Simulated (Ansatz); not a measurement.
Single-point calculation, with input and output: BN

BN (P6₃mc, 4 atoms in the cell), computed with DFT PBE, scalar-relativistic, plane waves, PAW, no spin polarisation (Ansatz 0.2.0).

The structure derives from a Materials Project entry.

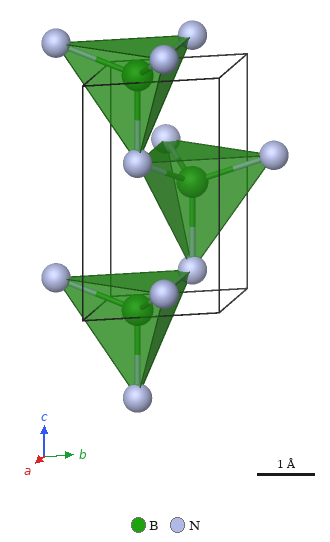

The input geometry (polyhedral view of the cell of the calculation, seen slightly off an axis; polyhedra are completed across the faces of the cell). An atom can appear more than once, as a periodic image.

### Key numbers

- outcome: converged
- space group (tolerance 0.01 Å): P6₃mc (186)
- electrons treated: 16
- free energy: −1084.4830 eV
- Fermi energy: 13.775 eV
- gap on the k-point mesh: 5.21 eV
- pressure: −0.04 GPa
- largest force (length of the vector): 0.017 eV/Å
- hardware: 4 threads of Intel Xeon @ 2.70GHz, 189 GiB of memory available, shared host
- wall time: 0.99 s (CPU time 2.8 s)
- peak memory: 0.32 GiB

### Input file
```yaml
crystal:
  lattice:
    - [2.5539396017, 0.0, 0.0]
    - [-1.2769698009, 2.2117765748, 0.0]
    - [0.0, 0.0, 4.226855]
  atoms:
    - { symbol: B, position: [0.66666667, 0.33333333, 0.999724] }
    - { symbol: B, position: [0.33333333, 0.66666667, 0.499724] }
    - { symbol: "N", position: [0.66666667, 0.33333333, 0.625276] }
    - { symbol: "N", position: [0.33333333, 0.66666667, 0.125276] }
basis:
  ecutwfc: 420
kpoints:
  mp_grid: { grid: [12, 12, 4] }
hamiltonian:
  xc: pbe
scf:
  occupations: { method: gaussian, width: 0.1 }
output:
  forces: true
  stress: true
  eigenvalues: true
```

Command:
```bash
ansatz run input.yaml --threads 4 --pin off --max-ram 11264MiB --backend cpu --events-out ev --progress --plain --runs-dir out
```

### The program's output
```
Engine: ansatz 0.2.0, x86_64-unknown-linux-gnu
Pseudopotentials: kind: paw
Pseudopotential: B, paw, valence charge 3, recommended cutoff 420 eV (normal), B.paw.azcp
Pseudopotential: N, paw, valence charge 5, recommended cutoff 420 eV (normal), N.paw.azcp
Functional definition: PBE
  parameter kappa = 0.804
  parameter beta = 0.06672455060314922
  exchange = pbe_x(kappa = kappa, mu = beta*pi^2/3)
  correlation = pbe_c(beta = beta)
Crystal: 4 atoms, lattice volume = 23.876 Å³
Basis set: ecut = 420 eV, 465 PW (Γ), exchange–correlation on 36×36×60 points (8 copies of the dense FFT grid, shifted against one another)
Bands: 12, of which v1, the nominal top of the filled ones, is band 8 counted from 1 (7 counted from 0)
Symmetry: 12 space group operations
Space group: P63mc (ITA 186), of the structure as read, at distance tolerance 2.9e-5 Å
k-points: 57 of 576 (time reversal used)
Non-local potential: B, projectors of the file, l = 0: 2, l = 1: 2, l = 2: 1
Non-local potential: N, projectors of the file, l = 0: 2, l = 1: 2, l = 2: 1
PAW form: soft (Blöchl's): semilocal exchange-correlation on the pseudo side does not see the compensation charge
PAW one-centre angular grid: B, 110 points (default); XC on 64 Gauss nodes
PAW one-centre angular grid: N, 110 points (default); XC on 64 Gauss nodes
Initial density: superposition of atomic densities (neutral atoms: chi_scale 0, normalization atom), corrected by the library's trained network
Initial wavefunctions: pseudopotential atomic-orbital guess
Functional: x = pbe(κ = 0.804, μ = 0.2195149727645171), c = pbe(β = 0.06672455060314922)
SCF iter   1: F=—  HF=-1084.482676 eV  |F-HF|=—  |Δ(HF+E_count)|=         —  Δρ=2.71e-3  dr2=9.02e-4  ethr=1.77e-3  ⟨swp⟩=4.7  Hψ=3535  notcnv=0
preconditioner: auto → none  [insulator: Δε(μ)=5.198 eV  Ē_g=17.515 eV  σ=0.100 eV  W_gap=1.00  n_scr=2 (ndim 8)  ℏωp=30.4 eV  f_vac=0.000  D(μ)=0.00/eV (n_scr^D=0)  ε∞_Penn≈4.0]
SCF iter   2: F=—  HF=-1084.482829 eV  |F-HF|=—  |Δ(HF+E_count)|=   1.54e-4  Δρ=9.68e-4  dr2=1.09e-4  ethr=5.64e-6  ⟨swp⟩=2.3  Hψ=1565  notcnv=0
SCF iter   3: F=—  HF=-1084.482934 eV  |F-HF|=—  |Δ(HF+E_count)|=   1.05e-4  Δρ=4.77e-4  dr2=1.62e-5  ethr=6.82e-7  ⟨swp⟩=2.9  Hψ=1232  notcnv=0
SCF iter   4: F=—  HF=-1084.482983 eV  |F-HF|=—  |Δ(HF+E_count)|=   4.91e-5  Δρ=9.66e-5  dr2=7.06e-7  ethr=1.01e-7  ⟨swp⟩=2.4  Hψ=1128  notcnv=0
iter 5 did not close the SCF: its close was put off for the readings that it lacked (scf_convergence_deferred on its scf_iter line)
SCF iter   5: F=-1084.482986 eV  HF=-1084.482986 eV  |F-HF|=3.23e-8  |Δ(HF+E_count)|=   2.37e-6  Δρ=1.15e-5  dr2=9.74e-9  ethr=4.41e-9  ⟨swp⟩=2.1  Hψ=1128  notcnv=0
SCF iter   6: F=-1084.482986 eV  HF=-1084.482986 eV  |F-HF|=1.93e-10  |Δ(HF+E_count)|=   3.52e-8  Δρ=9.51e-7  dr2=8.72e-11  ethr=6.09e-11  ⟨swp⟩=1.4  Hψ=2075  notcnv=0
SCF 1 converged in 6 iterations: F = -1084.482986 eV  dr2 = 8.72e-11
  greatest PAW one-centre occupation: 0.787 electrons in one spin orbital (limit 2), on the N atom at site 3 (counted from 0), in its partial waves of l = 0
```

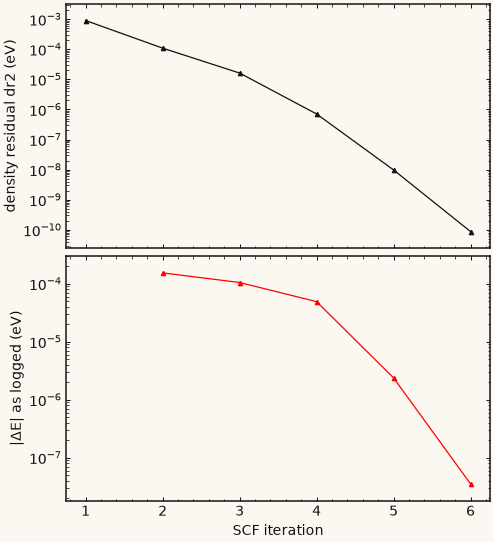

Convergence of the self-consistent field: density residual dr2 and size of the energy change against the SCF iteration. The residual falls at every step.

```
SCF converged after 6 iterations
Free energy (F): -1084.482986 eV
Harris-Foulkes:  -1084.482986 eV  (|F-HF|=1.93e-10)
Internal energy: -1084.482986 eV  (E = F + TS)
E sigma→0 (E₀):  -1084.482986 eV
Fermi energy:    13.774773 eV
--- Per-component energies (eV) ---
  E_band       = 51.035003
  E_kinetic    = 370.138056
  E_local      = -354.553681  (includes V_loc(G=0)·N_el)
  E_nonlocal   = 113.041819
  E_hartree    = 99.650640
  E_xc         = -186.642508
  E_vxc        = -232.133900  (∫ρ·V_xc dr)
  E_paw        = -412.786071  (= ΣΔE_a)
  E_vpaw       = -44.758791  (= ΣTr[D̂ρ^β])
  E_aug_tail   = 0.000203  (compensation charges beyond the density's cutoff)
  E_ewald      = -713.331445
  E_smearing   = -0.000000  (= −TS)
  E_closure    = -0.000000  (closes the sum)
  Σ components = -1084.482986   (vs F -1084.482986, Δ=0.00e0)
--- Forces (eV/Å), atoms counted from 1 ---
  atom   1  B      0.00000000     0.00000000     0.01676580
  atom   2  B     -0.00000000    -0.00000000     0.01676580
  atom   3  N     -0.00000000    -0.00000000    -0.01676695
  atom   4  N      0.00000000     0.00000000    -0.01676695
  max |Σ_I F_I| component: 2.30e-6 eV/Å
--- Stress (GPa, compression-positive) ---
        0.201830      -0.000000       0.000000
       -0.000000       0.201830      -0.000000
        0.000000       0.000000      -0.528256
  P = ⅓ Tr σ = -0.0415 GPa (-0.415 kbar)
--- Band table (eV; the first three rows and the last of 57) ---
  k-point 0: bands = ["-9.1217", "-5.0199", "0.3423", "9.0698", "9.0698", "10.8945", "11.1679", "11.1679", "19.5147", "19.5147", "19.7035", "20.5774"]
  k-point 1: bands = ["-8.7524", "-6.0980", "2.0721", "9.0558", "9.3270", "9.3270", "10.7957", "10.7957", "19.9488", "19.9488", "20.3337", "20.5771"]
  k-point 2: bands = ["-7.6799", "-7.6799", "5.4895", "5.4895", "10.0061", "10.0061", "10.0061", "10.0061", "20.5753", "20.5753", "21.0554", "21.0554"]
  k-point 56: bands = ["-3.7313", "-3.7313", "2.3982", "2.3982", "3.5220", "3.5220", "8.1576", "8.1576", "20.4169", "20.4169", "21.3126", "21.3126"]
```

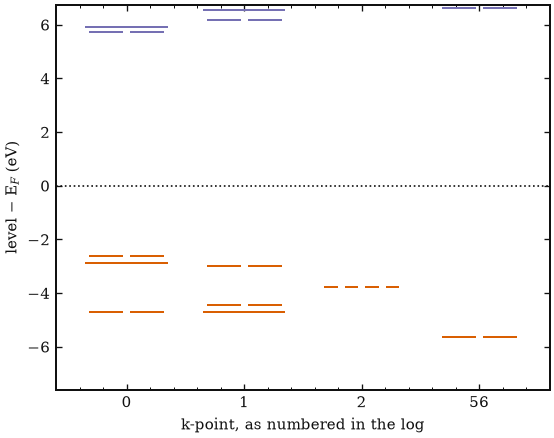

Kohn–Sham levels near the Fermi level (dotted) at the few k-points that the log prints; levels within 0.02 eV of each other stand side by side. Among these points the highest filled and lowest empty levels are 8.35 eV apart; the gap on the full mesh, 5.21 eV, has an edge at a point that isn't printed.
